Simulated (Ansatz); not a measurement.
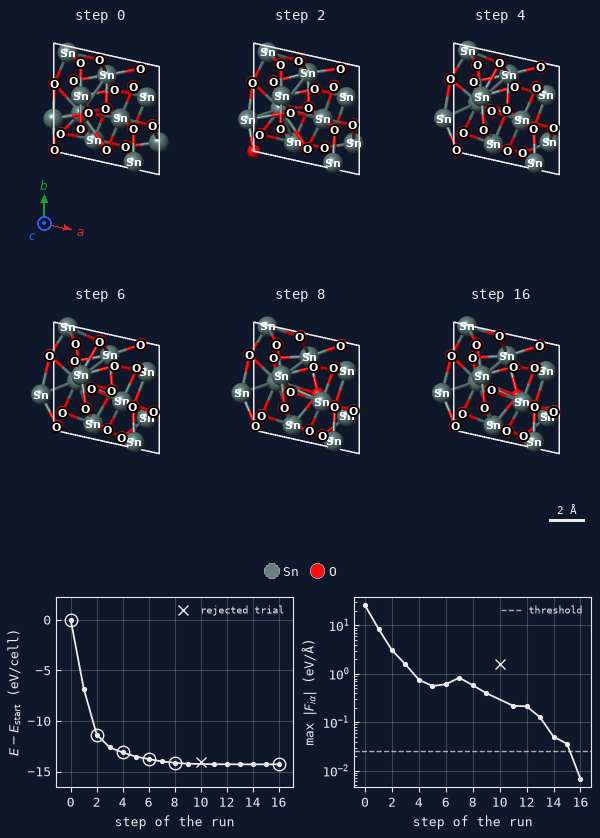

Frames of a relaxation of a defect cell of composition Sn₉O₁₆, marked on the history of the run. Style: ball-and-stick. Shown: the cell of the calculation (origin shifted), along the c axis.

Case: Sn interstitial, charge +0, atoms relaxed at the host's cell.

Method: DFT PBE, scalar-relativistic, plane waves, PAW (Ansatz 0.2.0). (plane-wave cutoff 420 eV; k-point mesh 3 × 3 × 3; occupations gaussian; smearing width 0.01 eV; no spin polarisation; atoms relaxed in a fixed cell; force threshold 0.025 eV/Å; at most 45 steps)

Q: Describe the path.

A: The largest move is that of an O atom, 0.81 Å along [2 −1 0]. By element the largest moves are O 0.81 Å, Sn 0.76 Å. The cell doesn't change. Some distances before and after: O–Sn 3.664 → 2.118 Å, O–Sn 1.729 → 2.622 Å, O–Sn 2.599 → 3.338 Å, Sn–Sn 2.374 → 3.107 Å. Among the angles between lasting bonds that change: O–Sn–O 176.2° → 141.4°, O–Sn–O 103.7° → 133.7°, Sn–O–Sn 128.8° → 100.8°. After 15 accepted moves (16 points after the start) the energy has fallen by 14.287 eV per cell of the calculation. Largest force component: 26 eV/Å at the start, 0.0068 eV/Å at the end. The line search rejected the trial step at point 10 of the run. Cost: 7.6 min on 4 threads of Arm Neoverse V2, on a shared host, peak memory 1.4 GiB. From step 0 to 2: a Sn atom moves most (0.39 Å), energy −11.339 eV per cell of the calculation. From step 2 to 4: a Sn atom moves most (0.39 Å), energy −1.773 eV per cell of the calculation. From step 4 to 6: an O atom moves most (0.35 Å), energy −0.654 eV per cell of the calculation. From step 6 to 8: an O atom moves most (0.40 Å), energy −0.367 eV per cell of the calculation. From step 8 to 16: O atoms move most (0.16 Å), energy −0.155 eV per cell of the calculation.

Limits of the set-up: the periodic images lie only 6.8 Å apart, so the values are limited by the cell's size.
